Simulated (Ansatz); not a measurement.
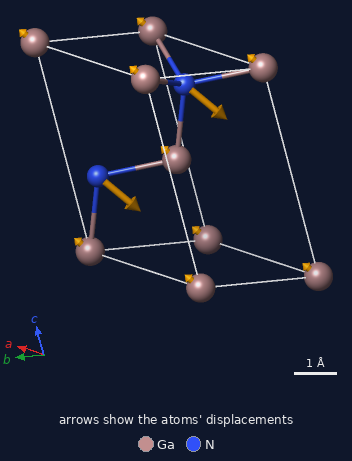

Phonons of crystalline GaN, at the zone centre of a doubled cell. The levels lie at 134 (×2), 325, 516 (×3), 538 (×2), 657 cm⁻¹. One mode is drawn. Displacements are drawn as orange arrows; their common scale and sign are arbitrary. The picture is a ball-and-stick view of the cell of the calculation, seen from a free direction.

The calculation used Ansatz 0.2.0, DFT PBE, scalar-relativistic, plane waves, PAW. (plane-wave cutoff 420 eV; k-point mesh 12 × 12 × 10; occupations gaussian; smearing width 0.05 eV; no spin polarisation)

Frequencies are those without the non-analytic (LO–TO) term.

**To which level does it belong?**

The level at 516 cm⁻¹. This is a triply degenerate mode (one member of the set is drawn), level 3 of 5, counted from below (the three translations aside). The N sublattice moves against the Ga sublattice, along [1 1 1] of the drawn cell; the kinetic energy is shared as N 83 %, Ga 17 %. It repeats in both halves of the doubled cell: it is a zone-centre mode of the crystal.
